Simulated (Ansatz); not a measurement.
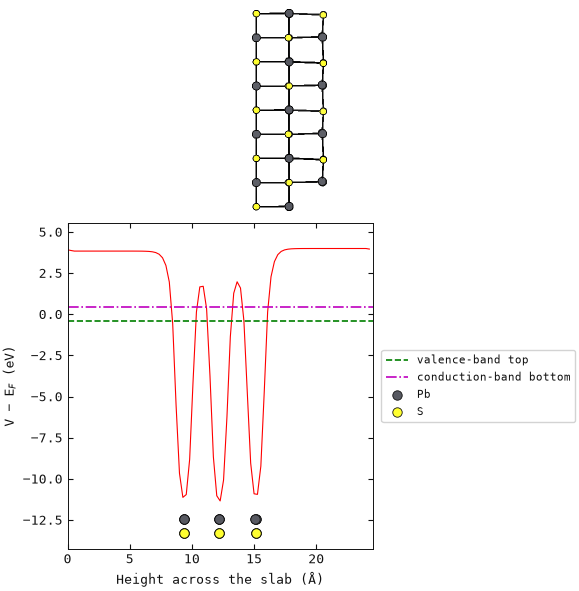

Plane-averaged electrostatic potential energy of an electron across the slab; circles at the bottom mark the heights of the atoms. The structure is drawn too.

Calculation on a (100) slab cut from PbS (Fm-3m), ended by PbS planes, 24 atoms in the cell, the slab at its places in the relaxed adsorbed structure; a = 8.39 Å, b = 8.39 Å, c = 24.54 Å, α = 90.00°, β = 90.00°, γ = 90.00°.

Ansatz 0.2.0; DFT PBE+D3(BJ), scalar-relativistic, plane waves, PAW, no spin polarisation, 2×2×1 k mesh, 420 eV cutoff.

**What are the ionisation potential and the electron affinity of the slab?**

From the vacuum level at the right face the ionisation potential is 4.42 eV and the electron affinity 3.57 eV; at the left face they are 4.26 and 3.41 eV. The slab's gap, their difference before rounding, is 0.85 eV.

**How thick are slab and vacuum?**

The outermost atoms are 5.8 Å apart, which leaves 18.7 Å of vacuum in a cell 24.5 Å high.

**Do the two faces differ, and what does that say about the slab's dipole?**

The vacuum levels differ by 0.16 eV, so the slab carries a dipole along its normal.

Spin-orbit coupling is left out, which matters for Pb.
